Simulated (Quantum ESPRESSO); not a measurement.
## Geometry relaxation of Ga (part 2 of 3)

Ga (P2₁/m, 2 atoms in the cell); Kohn-Sham DFT of a periodic cell, PBEsol, GBRV 1.5 PBEsol, no spin polarisation (Quantum ESPRESSO 7.5); cutoff 761.92 eV, 6×4×4 k-mesh, fermi-dirac of 0.05 eV. The structure derives from a Materials Project entry.

Geometry of the input (Å; fractional positions):
```
2.7784  0.0000  0.0000
0.0000  3.2816  0.0000
-1.3434  0.0000  3.9903
Ga 0.1346  0.7500  0.7702
Ga 0.8654  0.2500  0.2298
```

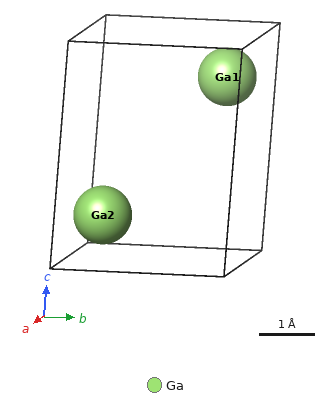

Figure 1. The starting structure (ball-and-stick view of the cell of the calculation, seen slightly off an axis; atoms are numbered from 1 in the order of the input). An atom can appear more than once, as a periodic image.

**What the program printed, continued**
```
   -82.8464 -82.8440 -82.8337 -82.8328 -82.8305 -82.8273  -3.6045  -3.5178
    -3.5103  -3.4042  -3.3873  -3.3811  -3.3054  -3.2573  -3.2212  -3.1835
     1.6202   5.0754  14.3937  14.9803  16.2273  18.6327  19.2673  19.9542
    21.6685  26.0604  27.8375

          k = 0.1667 0.0000-0.2920 (  1747 PWs)   bands (ev):

   -82.8457 -82.8447 -82.8341 -82.8318 -82.8299 -82.8284  -3.6119  -3.4720
    -3.4617  -3.4078  -3.3980  -3.3949  -3.3233  -3.2876  -3.2124  -3.2010
     2.1922   4.0764  14.2656  15.6064  17.3501  17.6127  18.9397  21.0135
    22.4295  24.6805  26.3033

          k = 0.1667 0.0000-0.1180 (  1749 PWs)   bands (ev):

   -82.8471 -82.8433 -82.8354 -82.8313 -82.8303 -82.8272  -3.5863  -3.5801
    -3.5417  -3.4370  -3.3637  -3.3583  -3.2796  -3.2485  -3.2461  -3.1360
     0.8732   7.3355  13.4118  14.1635  15.3028  17.8870  18.4675  20.8051
    22.2931  27.7940  27.9050

          k = 0.1667 0.2117 0.0561 (  1739 PWs)   bands (ev):

   -82.8470 -82.8439 -82.8344 -82.8317 -82.8306 -82.8274  -3.6185  -3.5060
    -3.5039  -3.4487  -3.4190  -3.3805  -3.2593  -3.2518  -3.2227  -3.1556
     1.5618   8.3036  10.2052  13.2557  16.4040  17.0074  18.7773  20.0746
    23.3108  24.1925  26.2031

          k = 0.1667 0.2117 0.2302 (  1736 PWs)   bands (ev):

   -82.8466 -82.8448 -82.8331 -82.8325 -82.8302 -82.8278  -3.5693  -3.5390
    -3.4652  -3.4221  -3.3814  -3.3717  -3.2950  -3.2782  -3.2628  -3.1892
     2.5295   5.9336   9.9446  13.3317  15.2867  18.6095  21.0076  23.5853
    24.0949  24.9010  28.1320

          k = 0.1667 0.2117-0.2920 (  1735 PWs)   bands (ev):

   -82.8462 -82.8454 -82.8335 -82.8318 -82.8295 -82.8286  -3.5704  -3.5099
    -3.4632  -3.4004  -3.3947  -3.3700  -3.3156  -3.2955  -3.2498  -3.2063
     3.1061   4.9679  10.5029  12.3359  15.1645  20.5990  21.2663  23.7949
    24.3607  25.3692  27.1306

          k = 0.1667 0.2117-0.1180 (  1737 PWs)   bands (ev):

   -82.8469 -82.8442 -82.8345 -82.8315 -82.8302 -82.8278  -3.6032  -3.5230
    -3.4920  -3.4370  -3.4210  -3.3640  -3.2740  -3.2544  -3.2315  -3.1678
     1.7749   7.8313   9.5118  14.8884  15.7058  16.1431  19.2652  21.7214
    23.3592  24.1513  26.6604

          k = 0.1667-0.4233 0.0561 (  1746 PWs)   bands (ev):

   -82.8457 -82.8457 -82.8327 -82.8327 -82.8293 -82.8293  -3.5763  -3.5763
    -3.4368  -3.4368  -3.3680  -3.3680  -3.3165  -3.3165  -3.1788  -3.1788
     4.2403   4.2403  12.6577  12.6577  15.7656  15.7656  18.7521  18.7521
    22.2870  22.2870  32.3359

          k = 0.1667-0.4233 0.2302 (  1722 PWs)   bands (ev):

   -82.8462 -82.8462 -82.8324 -82.8324 -82.8291 -82.8291  -3.5452  -3.5452
    -3.4500  -3.4500  -3.3832  -3.3832  -3.2686  -3.2686  -3.2390  -3.2390
     5.1722   5.1722   8.9951   8.9951  17.7972  17.7972  21.1988  21.1988
    25.1655  25.1655  29.8881

          k = 0.1667-0.4233-0.2920 (  1710 PWs)   bands (ev):

   -82.8464 -82.8464 -82.8324 -82.8324 -82.8289 -82.8289  -3.5426  -3.5426
    -3.4546  -3.4546  -3.3706  -3.3706  -3.2769  -3.2769  -3.2437  -3.2437
     5.6719   5.6719   8.0727   8.0727  17.7160  17.7160  22.9893  22.9893
    26.0973  26.0973  28.5861

          k = 0.1667-0.4233-0.1180 (  1748 PWs)   bands (ev):

   -82.8459 -82.8459 -82.8327 -82.8327 -82.8291 -82.8291  -3.5747  -3.5747
    -3.4258  -3.4258  -3.3884  -3.3884  -3.3027  -3.3027  -3.1873  -3.1873
     4.4525   4.4525  11.2136  11.2136  17.5029  17.5029  18.6286  18.6286
    22.7466  22.7466  31.7643

          k = 0.3333 0.0000 0.1122 (  1741 PWs)   bands (ev):

   -82.8467 -82.8434 -82.8356 -82.8334 -82.8332 -82.8270  -3.5816  -3.5534
    -3.4631  -3.4478  -3.4454  -3.3017  -3.2997  -3.2618  -3.2300  -3.1266
     2.5323   8.8223  10.4271  13.4619  15.4107  15.7486  19.3236  21.6895
    23.4017  24.5253  25.4408

          k = 0.3333 0.0000 0.2863 (  1738 PWs)   bands (ev):

   -82.8458 -82.8443 -82.8356 -82.8335 -82.8322 -82.8279  -3.5551  -3.5437
    -3.4617  -3.4389  -3.3841  -3.3645  -3.3048  -3.3039  -3.1776  -3.1722
     3.8179   5.7285   9.4119  17.1021  17.1695  18.3502  18.8935  20.4362
    20.9554  23.0464  24.2748

          k = 0.3333 0.0000-0.2359 (  1730 PWs)   bands (ev):

   -82.8458 -82.8443 -82.8361 -82.8338 -82.8298 -82.8295  -3.5486  -3.5307
    -3.4629  -3.4599  -3.4047  -3.3517  -3.2894  -3.2836  -3.1888  -3.1866
     3.3537   6.4945   9.6824  15.5830  16.6495  17.9253  19.5968  20.8188
    21.7898  22.6766  24.5567

          k = 0.3333 0.0000-0.0618 (  1740 PWs)   bands (ev):

   -82.8467 -82.8434 -82.8363 -82.8337 -82.8317 -82.8275  -3.5866  -3.5479
    -3.4810  -3.4282  -3.4162  -3.3176  -3.3051  -3.2680  -3.2391  -3.1223
     2.3629   9.8001  11.0659  12.3942  14.2376  15.5886  19.0425  22.3502
    24.0091  25.3540  26.2973

          k = 0.3333 0.2117 0.1122 (  1736 PWs)   bands (ev):

   -82.8465 -82.8442 -82.8351 -82.8336 -82.8323 -82.8279  -3.6090  -3.5197
    -3.4861  -3.4558  -3.3929  -3.3315  -3.2888  -3.2571  -3.2132  -3.1409
     3.4196   9.3874  10.6408  11.6889  14.4064  16.3784  16.9262  19.7022
    21.2705  23.9208  25.6939

          k = 0.3333 0.2117 0.2863 (  1729 PWs)   bands (ev):

   -82.8460 -82.8450 -82.8351 -82.8336 -82.8314 -82.8285  -3.5715  -3.5161
    -3.4855  -3.4451  -3.3959  -3.3212  -3.3019  -3.2714  -3.2088  -3.1815
     4.7073   6.5931  10.2493  12.1155  13.8931  16.6809  18.8973  21.3540
    22.9355  24.7614  26.7596

          k = 0.3333 0.2117-0.2359 (  1733 PWs)   bands (ev):

   -82.8460 -82.8450 -82.8355 -82.8338 -82.8298 -82.8296  -3.5879  -3.5238
    -3.4621  -3.4323  -3.4018  -3.3347  -3.3072  -3.2829  -3.1921  -3.1724
     4.2466   7.3352  10.4403  11.7640  14.5885  16.0723  18.1825  21.2915
    22.6543  24.3105  26.3735

          k = 0.3333 0.2117-0.0618 (  1736 PWs)   bands (ev):

   -82.8465 -82.8442 -82.8356 -82.8337 -82.8313 -82.8283  -3.5971  -3.5410
    -3.4957  -3.4555  -3.4089  -3.3106  -3.2659  -3.2566  -3.2147  -3.1475
     3.2506   9.8556  11.0263  12.1251  13.5785  15.2728  17.8622  19.8061
    20.6475  22.6247  25.5361

          k = 0.3333-0.4233 0.1122 (  1742 PWs)   bands (ev):

   -82.8457 -82.8457 -82.8341 -82.8341 -82.8301 -82.8301  -3.5873  -3.5873
    -3.4882  -3.4882  -3.3153  -3.3153  -3.2694  -3.2694  -3.1784  -3.1784
     6.0579   6.0579  12.5834  12.5834  13.8372  13.8372  17.3140  17.3140
    20.1377  20.1377  29.8815

          k = 0.3333-0.4233 0.2863 (  1730 PWs)   bands (ev):

   -82.8460 -82.8460 -82.8342 -82.8342 -82.8299 -82.8299  -3.5710  -3.5710
    -3.4750  -3.4750  -3.3302  -3.3302  -3.2652  -3.2652  -3.2029  -3.2029
     7.2070   7.2070   9.6649   9.6649  13.0034  13.0034  20.9272  20.9272
    23.7259  23.7259  26.3240

          k = 0.3333-0.4233-0.2359 (  1736 PWs)   bands (ev):

   -82.8460 -82.8460 -82.8343 -82.8343 -82.8297 -82.8297  -3.5664  -3.5664
    -3.5078  -3.5078  -3.3038  -3.3038  -3.2672  -3.2672  -3.1970  -3.1970
     6.8309   6.8309  10.3382  10.3382  13.2269  13.2269  19.5114  19.5114
    23.3412  23.3412  26.9518

          k = 0.3333-0.4233-0.0618 (  1740 PWs)   bands (ev):

   -82.8457 -82.8457 -82.8343 -82.8343 -82.8300 -82.8300  -3.6093  -3.6093
    -3.4595  -3.4595  -3.3409  -3.3409  -3.2690  -3.2690  -3.1580  -3.1580
     5.8978   5.8978  13.5234  13.5234  14.2310  14.2310  16.3709  16.3709
    18.9662  18.9662  32.3827

          k =-0.5000 0.0000-0.1683 (  1740 PWs)   bands (ev):

   -82.8462 -82.8437 -82.8365 -82.8347 -82.8333 -82.8273  -3.5735  -3.5697
    -3.4999  -3.4754  -3.4373  -3.3068  -3.3017  -3.2383  -3.1454  -3.1277
     5.1952   6.1774  10.0364  11.7345  17.6310  18.0817  20.1915  20.6071
    22.0305  22.7510  24.2745

          k =-0.5000 0.0000 0.0057 (  1749 PWs)   bands (ev):

   -82.8460 -82.8439 -82.8369 -82.8349 -82.8320 -82.8279  -3.5859  -3.5616
    -3.5028  -3.4551  -3.3832  -3.3336  -3.3142  -3.2755  -3.1469  -3.1167
     5.0052   7.0970   8.2290  14.5299  15.1513  17.6983  20.2752  21.2359
    22.4046  22.5348  23.5870

          k =-0.5000 0.0000-0.5165 (  1754 PWs)   bands (ev):

   -82.8457 -82.8441 -82.8371 -82.8352 -82.8302 -82.8292  -3.5666  -3.5530
    -3.5035  -3.4702  -3.4194  -3.3238  -3.2949  -3.2425  -3.1712  -3.1301
     5.3481   6.1144   9.8946  11.4795  17.8487  18.4685  19.9324  20.7291
    22.1893  22.8701  24.1978

          k =-0.5000 0.2117-0.1683 (  1738 PWs)   bands (ev):

   -82.8462 -82.8445 -82.8360 -82.8347 -82.8324 -82.8281  -3.6350  -3.5478
    -3.4794  -3.4562  -3.4348  -3.3146  -3.2835  -3.2601  -3.1337  -3.1123
     6.0245   7.1034  10.8780  11.9056  13.7526  14.4301  18.7874  19.1099
    21.4545  21.8940  27.3573

          k =-0.5000 0.2117 0.0057 (  1736 PWs)   bands (ev):

   -82.8461 -82.8446 -82.8363 -82.8349 -82.8315 -82.8286  -3.5902  -3.5794
    -3.5177  -3.4688  -3.4233  -3.2861  -3.2636  -3.2510  -3.1631  -3.1136
     5.8643   7.9581   9.1265  12.5714  14.7459  15.4879  16.6811  17.6701
    22.8683  23.1837  27.6070

          k =-0.5000 0.2117-0.5165 (  1736 PWs)   bands (ev):

   -82.8459 -82.8448 -82.8365 -82.8351 -82.8301 -82.8295  -3.6302  -3.5533
    -3.4842  -3.4497  -3.4281  -3.3033  -3.2886  -3.2728  -3.1377  -3.1083
     6.1811   7.0392  10.7372  11.7736  13.7929  14.3718  18.6836  19.0650
    21.7277  22.1001  27.5572

          k =-0.5000-0.4233-0.1683 (  1736 PWs)   bands (ev):

   -82.8457 -82.8457 -82.8352 -82.8352 -82.8303 -82.8303  -3.5919  -3.5919
    -3.5475  -3.5475  -3.3045  -3.3045  -3.2467  -3.2467  -3.1274  -3.1274
     8.5441   8.5441   9.7375   9.7375  13.7202  13.7202  15.9409  15.9409
    22.8559  22.8559  25.5622

          k =-0.5000-0.4233 0.0057 (  1738 PWs)   bands (ev):

   -82.8457 -82.8457 -82.8353 -82.8353 -82.8301 -82.8301  -3.6284  -3.6284
    -3.4873  -3.4873  -3.3473  -3.3473  -3.2406  -3.2406  -3.1141  -3.1141
     8.4546   8.4546  10.2315  10.2315  12.4489  12.4489  18.1854  18.1854
    19.8063  19.8063  30.0454

          k =-0.5000-0.4233-0.5165 (  1736 PWs)   bands (ev):

   -82.8458 -82.8458 -82.8354 -82.8354 -82.8299 -82.8299  -3.5969  -3.5969
    -3.5532  -3.5532  -3.3033  -3.3033  -3.2449  -3.2449  -3.1188  -3.1188
     8.6946   8.6946   9.6874   9.6874  13.4292  13.4292  15.8937  15.8937
    23.1250  23.1250  25.9681

     the Fermi energy is    11.3506 ev

!    total energy              =    -829.99228390 Ry
     estimated scf accuracy    <          6.9E-14 Ry
     smearing contrib. (-TS)   =      -0.00020537 Ry
     internal energy E=F+TS    =    -829.99207853 Ry

     The total energy is F=E-TS. E is the sum of the following terms:
     one-electron contribution =    -669.77185968 Ry
     hartree contribution      =     350.67670817 Ry
     xc contribution           =     -95.96343200 Ry
     ewald contribution        =    -414.93349502 Ry

     convergence has been achieved in   7 iterations

     Forces acting on atoms (cartesian axes, Ry/au):

     atom    1 type  1   force =    -0.00029775    0.00000000   -0.00049425
     atom    2 type  1   force =     0.00029775    0.00000000    0.00049425

     Total force =     0.000816     Total SCF correction =     0.000002

     Computing stress (Cartesian axis) and pressure

          total   stress  (Ry/bohr**3)                   (kbar)     P=      -18.51
  -0.00001919   0.00000000  -0.00000863           -2.82        0.00       -1.27
   0.00000000  -0.00015596   0.00000000            0.00      -22.94        0.00
  -0.00000863   0.00000000  -0.00020238           -1.27        0.00      -29.77

     Energy error            =      6.8E-06 Ry
     Gradient error          =      4.9E-04 Ry/Bohr

     number of scf cycles    =  10
     number of bfgs steps    =   9

     energy             old  =    -829.9922771191 Ry
     energy             new  =    -829.9922838956 Ry

     CASE: energy            _new < energy            _old

     new trust radius        =       0.0091959375 bohr
     new conv_thr            =            4.0E-12 Ry

ATOMIC_POSITIONS (bohr)
Ga              -1.2870262529        4.6510063959        5.8388939202
Ga               3.9987662083        1.5503354653        1.7016295455

     NEW-OLD atomic charge density approx. for the potential

     Check: negative core charge=   -0.000001

     Self-consistent Calculation

     iteration #  1     ecut=    56.00 Ry     beta= 0.50
     Davidson diagonalization with overlap
     ethr =  1.00E-06,  avg # of iterations =  7.0

     Threshold (ethr) on eigenvalues was too large:
     Diagonalizing with lowered threshold

     Davidson diagonalization with overlap
     ethr =  8.89E-09,  avg # of iterations =  3.3

     total energy              =    -829.99228754 Ry
     estimated scf accuracy    <       0.00000326 Ry

     iteration #  2     ecut=    56.00 Ry     beta= 0.50
     Davidson diagonalization with overlap
     ethr =  8.58E-09,  avg # of iterations =  1.1

     total energy              =    -829.99228768 Ry
     estimated scf accuracy    <       0.00000041 Ry

     iteration #  3     ecut=    56.00 Ry     beta= 0.50
     Davidson diagonalization with overlap
     ethr =  1.07E-09,  avg # of iterations =  1.3

     total energy              =    -829.99228771 Ry
     estimated scf accuracy    <       0.00000002 Ry

     iteration #  4     ecut=    56.00 Ry     beta= 0.50
     Davidson diagonalization with overlap
     ethr =  5.16E-11,  avg # of iterations =  3.8

     total energy              =    -829.99228772 Ry
     estimated scf accuracy    <          2.3E-09 Ry

     iteration #  5     ecut=    56.00 Ry     beta= 0.50
     Davidson diagonalization with overlap
     ethr =  6.11E-12,  avg # of iterations =  2.2

     total energy              =    -829.99228772 Ry
     estimated scf accuracy    <          1.2E-10 Ry

     iteration #  6     ecut=    56.00 Ry     beta= 0.50
     Davidson diagonalization with overlap
     ethr =  3.04E-13,  avg # of iterations =  2.8

     total energy              =    -829.99228772 Ry
     estimated scf accuracy    <          8.4E-12 Ry

     iteration #  7     ecut=    56.00 Ry     beta= 0.50
     Davidson diagonalization with overlap
     ethr =  1.00E-13,  avg # of iterations =  1.6

     End of self-consistent calculation

          k = 0.0000 0.0000 0.0000 (  1721 PWs)   bands (ev):

   -82.8478 -82.8429 -82.8358 -82.8305 -82.8297 -82.8259  -3.6384  -3.6246
    -3.5789  -3.5530  -3.3105  -3.3034  -3.2416  -3.2373  -3.2279  -3.0989
     0.0496   9.4182  10.0136  13.2696  17.0450  20.5647  21.8532  22.1397
    22.6319  24.3414  24.5006

          k = 0.0000 0.0000 0.1741 (  1742 PWs)   bands (ev):

   -82.8471 -82.8436 -82.8348 -82.8312 -82.8293 -82.8266  -3.6682  -3.5599
    -3.5553  -3.4823  -3.3576  -3.3254  -3.2797  -3.2094  -3.1890  -3.1801
     0.6333   5.6081  13.9388  14.4496  17.9945  19.2082  19.2501  20.6433
    22.6861  24.2950  27.0099

          k = 0.0000 0.0000-0.3481 (  1748 PWs)   bands (ev):

   -82.8457 -82.8450 -82.8327 -82.8327 -82.8291 -82.8273  -3.6981  -3.4735
    -3.4415  -3.3863  -3.3843  -3.3721  -3.3614  -3.3383  -3.1884  -3.1563
     1.9876   3.0547  15.3893  16.6577  17.6303  17.8509  18.6315  22.2127
    22.4616  23.0001  26.8098

          k = 0.0000 0.2117 0.0000 (  1737 PWs)   bands (ev):

   -82.8473 -82.8438 -82.8348 -82.8310 -82.8293 -82.8267  -3.6575  -3.5639
    -3.5416  -3.4851  -3.3684  -3.3658  -3.2628  -3.1933  -3.1861  -3.1752
     0.9450   7.8286  10.4358  11.7723  17.9186  18.0767  21.3585  22.5218
    23.0671  24.6459  25.6540

          k = 0.0000 0.2117 0.1741 (  1743 PWs)   bands (ev):

   -82.8471 -82.8445 -82.8339 -82.8314 -82.8290 -82.8270  -3.6451  -3.5650
    -3.5073  -3.4591  -3.3848  -3.3223  -3.2850  -3.2455  -3.2279  -3.1635
     1.5419   6.3982   9.0222  13.8458  16.4081  20.1424  22.4801  23.6091
    23.8304  24.5029  27.3587

          k = 0.0000 0.2117-0.3481 (  1740 PWs)   bands (ev):

   -82.8463 -82.8457 -82.8324 -82.8323 -82.8287 -82.8275  -3.6528  -3.4833
    -3.4726  -3.4649  -3.3598  -3.3421  -3.3336  -3.3072  -3.2153  -3.1799
     2.9095   3.9652  10.3153  11.3274  19.5642  21.8222  22.5610  22.9140
    25.2654  25.6748  25.9711

          k = 0.0000-0.4233 0.0000 (  1730 PWs)   bands (ev):

   -82.8458 -82.8458 -82.8326 -82.8326 -82.8283 -82.8283  -3.6188  -3.6188
    -3.4096  -3.4096  -3.3847  -3.3847  -3.3225  -3.3225  -3.1578  -3.1578
     3.6303   3.6303  13.1606  13.1606  14.2164  14.2164  22.9977  22.9977
    26.6577  26.6577  27.9270

          k = 0.0000-0.4233 0.1741 (  1734 PWs)   bands (ev):
```
